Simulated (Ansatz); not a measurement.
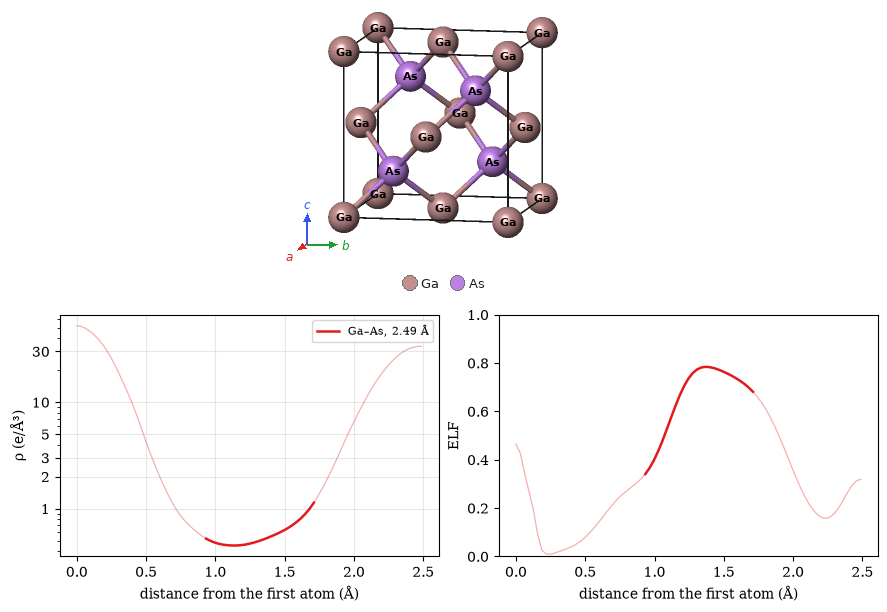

GaAs. Valence charge density (pseudo) and electron localisation function along straight lines between neighbouring atoms. Thin, pale parts lie inside the atomic spheres. The structure is drawn too.

Space group F-43m; a structure from a database of computed crystals, not necessarily the ambient phase.

Level of theory: DFT PBE, scalar-relativistic, plane waves, PAW (Ansatz 0.2.0).

Core electrons are frozen (PAW), and the valence fields are smoothed inside the atomic spheres.

What can be read from the curves?

Answer. Ga–As (2.49 Å): ρ at the midpoint is about 0.47 e/Å³; the ELF peaks at about 0.80 between the atoms, as expected for a covalent bond.
